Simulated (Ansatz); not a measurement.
# Li$_{2}$Se: band-structure calculation

The run: band-structure calculation of Li$_{2}$Se (Fm-3m, 3 atoms in the cell). Method and program: DFT with r2SCAN, PAW plane waves, no spin polarisation (Ansatz 0.2.0).

The structure derives from an entry of the Crystallography Open Database. Figures and captions count atoms from 1; the log counts them from 0 in places.

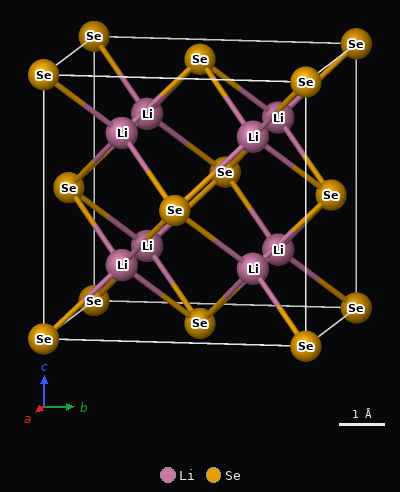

*The structure as given in the input (ball-and-stick view of the cell 4 times as large as that of the calculation, set on its symmetry axes, seen slightly off an axis).*

Near neighbours in the crystal (not all of them lie inside the picture): Li has 4 Se at 2.60 Å; Se has 8 Li at 2.60 Å.

### The input
```yaml
crystal:
  lattice:
    - [0.0, 3.006288, 3.006288]
    - [3.006288, 0.0, 3.006288]
    - [3.006288, 3.006288, 0.0]
  atoms:
    - { symbol: Li, position: [0.25, 0.25, 0.25] }
    - { symbol: Li, position: [0.75, 0.75, 0.75] }
    - { symbol: Se, position: [0.0, 0.0, 0.0] }
  symmetry: { tolerance: 0.0003 }
kpoints:
  mp_grid: { grid: [7, 7, 7], shift: [0, 0, 0] }
  band_path:
    path:
      - [0.0, 0.0, 0.0]
      - [0.5, 0.0, 0.5]
      - [0.625, 0.25, 0.625]
      - [0.375, 0.375, 0.75]
      - [0.0, 0.0, 0.0]
      - [0.5, 0.5, 0.5]
      - [0.5, 0.25, 0.75]
      - [0.5, 0.0, 0.5]
    npoints: 8
magnetization:
  spin_polarized: false
scf:
  occupations: { method: cold, width: 0.0251 }
  lower_state_search: "off"
  max_iter: 200
hamiltonian:
  pseudopotentials: { kind: paw }
  xc: r2scan
basis:
  ecutwfc: 500
  fft_grid_basis: typed
output:
  forces: true
  stress: true
  eigenvalues: true
  bader: true
  populations: true
  elf: true
  write_potential: true
  volumetric_format: npy
  dos:
    e_range: [-12, 8]
    de: 0.05
    projected: { site_lists: { Li: [Li], Se: [Se] } }
checkpoint:
  read: saved_state
```

Hardware: 1 thread of an x86-64 CPU, shared host.

### Log
```
Engine: ansatz 0.2.0, x86_64-unknown-linux-gnu
Pseudopotentials: kind: paw
Pseudopotential: Li, paw, valence charge 3, recommended cutoff 500 eV (meta_gga), Li.paw.azcp
Pseudopotential: Se, paw, valence charge 16, recommended cutoff 500 eV (meta_gga), Se.paw.azcp
Functional definition: r2SCAN
  parameter k0 = 0.174
  parameter k1 = 0.065
  parameter a1 = 4.9479
  exchange = r2scan_x(k0 = k0, k1 = k1, a1 = a1)
  correlation = r2scan_c
Crystal: 3 atoms, lattice volume = 54.340 Å³
Basis set: ecut = 500 eV, 1411 PW (Γ), exchange–correlation on 128×128×128 points (64 copies of the dense FFT grid, shifted against one another)
Bands: 15, of which v1, the nominal top of the filled ones, is band 11 counted from 1 (10 counted from 0)
Symmetry: 48 space group operations
Space group: Fm-3m (ITA 225), of the structure as read, at distance tolerance 1.1e-3 Å
k-points: 20 of 343
Non-local potential: Li, projectors of the file, l = 0: 3, l = 1: 2, l = 2: 1
Non-local potential: Se, projectors of the file, l = 0: 2, l = 1: 2, l = 2: 3, l = 3: 1
PAW form: soft (Blöchl's): semilocal exchange-correlation on the pseudo side does not see the compensation charge
PAW frozen core: Se, regenerated for the run's functional (the file was generated under x = pbe(κ = 0.804, μ = 0.2195149727645171), c = pbe(β = 0.06672455060314922))
PAW one-centre angular grid: Li, 302 points (default); XC on 327 of its mesh's 2665 points in the sphere
PAW one-centre angular grid: Se, 590 points (default); XC on 160 Gauss nodes
Initial density: read from a saved state, or passed on in memory by an earlier SCF of this step, an earlier step, the calling program or the single point that the run made first
Initial wavefunctions: pseudopotential atomic-orbital guess
Functional: x = r2scan, c = r2scan; τ floored in thin density (d = 2e-4 eV/Å³)
iter 1 solved again at ethr=9.03e-8 eV; its pass at ethr=3.10e-3 eV (dr2=1.99e-5 eV) is discarded
SCF iter   1: F=—  HF=-5892.677377 eV  |F-HF|=—  |Δ(HF+E_count)|=         —  Δρ=4.41e-4  dr2=7.93e-5  dr2_τ=3.24e-4  ethr=9.03e-8  ⟨swp⟩=2.6  Hψ=2146  notcnv=0
eigensolver tolerance schedule calibrated: the retry pair's looser diagonalisation under-reported the residual by θ = 0.75 (0.17/decade); ethr = c·dr2/N_el runs at the constant in force after the calibration composes with the one it found (an armed cap, an earlier calibration), c = 3.7e-2
preconditioner: auto → none  [insulator: Δε(μ)=3.616 eV  Ē_g=11.147 eV  σ=0.025 eV  W_gap=1.00  n_scr=14 (ndim 8)  ℏωp=14.2 eV  f_vac=0.049  D(μ)=0.00/eV (n_scr^D=0)  ε∞_Penn≈2.6]
SCF iter   2: F=—  HF=-5892.681108 eV  |F-HF|=—  |Δ(HF+E_count)|=   3.73e-3  S|Δr|=    0.00e0  Δρ=2.23e-4  dr2=1.28e-5  dr2_τ=2.54e-6  ethr=9.03e-8  ⟨swp⟩=2.5  Hψ=610  notcnv=0
SCF iter   3: F=—  HF=-5892.681118 eV  |F-HF|=—  |Δ(HF+E_count)|=   1.04e-5  S|Δr|=    0.00e0  Δρ=1.23e-4  dr2=3.11e-6  dr2_τ=5.67e-7  ethr=2.14e-8  ⟨swp⟩=2.9  Hψ=504  notcnv=0
SCF iter   4: F=—  HF=-5892.681125 eV  |F-HF|=—  |Δ(HF+E_count)|=   7.04e-6  S|Δr|=    0.00e0  Δρ=1.43e-5  dr2=1.53e-7  dr2_τ=7.13e-9  ethr=5.18e-9  ⟨swp⟩=3.0  Hψ=547  notcnv=0
SCF iter   5: F=-5892.681126 eV  HF=-5892.681126 eV  |F-HF|=9.37e-9  |Δ(HF+E_count)|=   1.18e-7  S|Δr|=    0.00e0  Δρ=7.25e-6  dr2=4.14e-8  dr2_τ=9.60e-10  ethr=1.66e-10  ⟨swp⟩=7.2  Hψ=1774  notcnv=0
SCF 1 converged in 5 iterations: F = -5892.681126 eV  dr2 = 4.14e-8
  greatest PAW one-centre occupation: 1.000 electrons in one spin orbital (limit 2), on the Se atom at site 2 (counted from 0), in its partial waves of l = 2
NSCF: frozen V_eff on 57 k-points
SCF converged after 5 iterations
Stability not checked: this state was not tested for a lower state beside it, because cold or Methfessel-Paxton smearing, or corrected tetrahedra, fill the levels in a way that the test cannot read (fill_not_monotonic; see scf.lower_state_search)
Free energy (F): -5892.681126 eV
Harris-Foulkes:  -5892.681126 eV  (|F-HF|=9.37e-9)
Internal energy: -5892.681126 eV  (E = F + TS)
E sigma→0 (E₀):  -5892.681126 eV
Fermi energy:    4.920126 eV
Step filling:    the computed levels leave a gap of 3.6267 eV = 144.5 smearing widths at the electron count; against every level under it full and every level over it empty, smearing changes F+E_penalty+E_count by +0.00e0 meV and its σ→0 estimate by +0.00e0 meV
--- Per-component energies (eV) ---
  E_band       = -609.748097
  E_kinetic    = 164.632135
  E_local      = -3026.311916  (includes V_loc(G=0)·N_el)
  E_nonlocal   = -662.645646
  E_hartree    = 1434.757911
  E_xc         = -120.857248
  E_vxc        = -137.785299  (∫ρ·V_xc dr)
  E_paw        = -1968.315202  (= ΣΔE_a)
  E_vpaw       = 175.761572  (= ΣTr[D̂ρ^β])
  E_aug_tail   = -0.000425  (compensation charges beyond the density's cutoff)
  E_vtau       = 7.078037  (kinetic-family band-sum trace: ∫τ·v_τ [+ j·A + Jᵃ·Aᵃ] dr)
  E_ewald      = -1712.175965
  E_core_change = -1.764770  (= ΣΔE_core)
  E_smearing   = -0.000000  (= −TS)
  E_closure    = 0.000000  (closes the sum)
  Σ components = -5892.681126   (vs F -5892.681126, Δ=0.00e0)
--- Forces (eV/Å), atoms counted from 1 ---
  atom   1  Li    -0.00000000     0.00000000     0.00000000
  atom   2  Li    -0.00000000     0.00000000     0.00000000
  atom   3  Se    -0.00000000    -0.00000000     0.00000000
  max |Σ_I F_I| component: 6.94e-17 eV/Å
--- Stress (GPa, compression-positive) ---
       -0.469440       0.000000      -0.000000
        0.000000      -0.469440      -0.000000
       -0.000000       0.000000      -0.469440
  P = ⅓ Tr σ = -0.4694 GPa (-4.694 kbar)
--- Band table (eV; the first three rows and the last of 20) ---
  k-point 0: bands = ["-43.1547", "-43.1547", "-43.1547", "-43.1499", "-43.1499", "-42.9582", "-42.9355", "-8.6877", "3.0890", "3.0890", "3.0890", "7.1270", "9.4243", "9.4243", "9.4243"]
  k-point 1: bands = ["-43.1556", "-43.1547", "-43.1547", "-43.1499", "-43.1499", "-42.9569", "-42.9357", "-8.6214", "2.3095", "2.9763", "2.9763", "7.7177", "9.7158", "9.7158", "9.8843"]
  k-point 2: bands = ["-43.1576", "-43.1546", "-43.1546", "-43.1499", "-43.1499", "-42.9531", "-42.9370", "-8.4628", "1.0696", "2.7526", "2.7526", "8.4459", "9.9562", "9.9562", "10.9234"]
  k-point 19: bands = ["-43.1584", "-43.1572", "-43.1545", "-43.1499", "-43.1499", "-42.9441", "-42.9420", "-8.1881", "1.0032", "1.1401", "1.7351", "8.4739", "10.4830", "11.7697", "12.3605"]
--- Löwdin populations: 3 sites ---
  site symbol       q [e]
     0     Li      2.3482
     1     Li      2.3482
     2     Se     17.1775
  spilling = 0.005732 (of n_electrons = 22.000000)
--- Bader charges: 3 sites ---
  site symbol  charge [e]  shift [e]
     0     Li      0.8801     0.0004
     1     Li      0.8801     0.0004
     2     Se     -1.7602     0.0009
  estimated error of the sums over rays = 1.9e-4 e
```

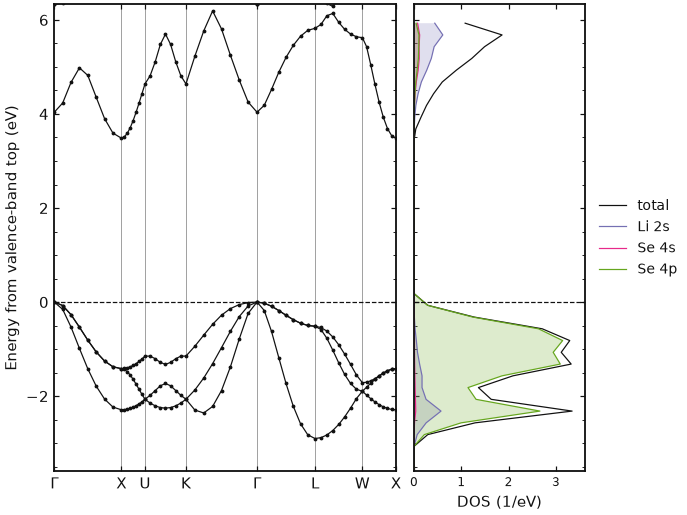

*Band structure along Γ–X–U–K–Γ–L–W–X and density of states (projected on Löwdin-orthogonalised atomic shells), with energies from the valence-band top.*

There is a gap of 3.49 eV on this path, indirect, from Γ to X.

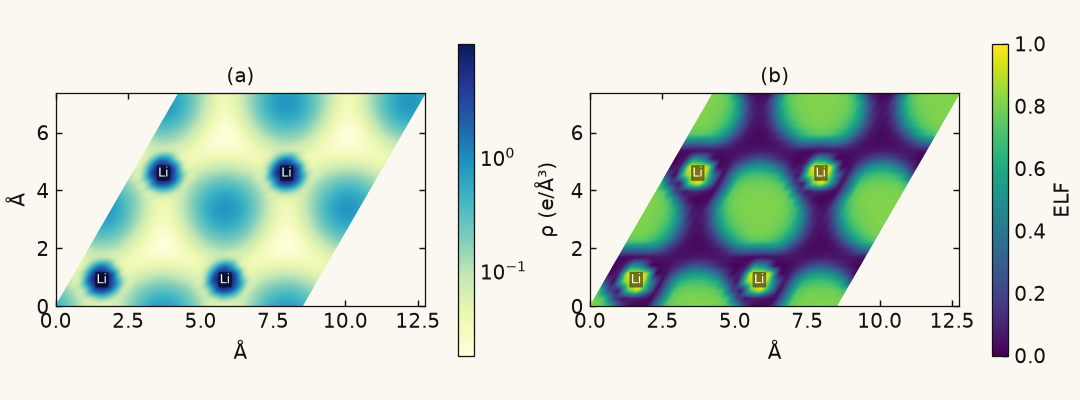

*(a) valence pseudo-density; (b) electron localisation function on the plane of lattice vectors 2 and 3 of the input at fractional height 0.250 along vector 1, 2 × 2 cells, interpolated from points about 0.3 Å apart.*

The plane passes within 0.2 Å of Li sites. The density in this plane falls to 0.019 e/Å³ at its lowest. The fields are smooth PAW fields, not the true ones close to the nuclei.

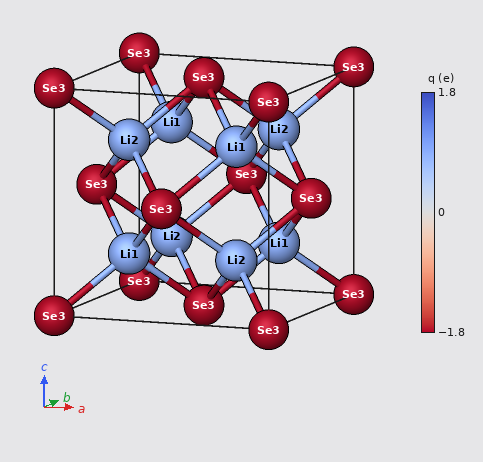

*Bader charges, as the colour of each atom (ball-and-stick view of the cell 4 times as large as that of the calculation, set on its symmetry axes, seen slightly off an axis; atoms are numbered from 1 in the order of the input).*

By element: Li +0.88 and Se −1.76 e.

### Results in brief

| quantity | value |
| --- | --- |
| outcome | converged |
| space group (tolerance 0.01 Å) | Fm-3m (225) |
| electrons treated | 22 |
| free energy | −5892.6811 eV |
| Fermi energy | 4.920 eV |
| gap on the k-point mesh | 3.63 eV |
| pressure | −0.47 GPa |
| largest force (length of the vector) | under 0.001 eV/Å |
| wall time | 16 s |
| peak memory | 0.49 GiB |
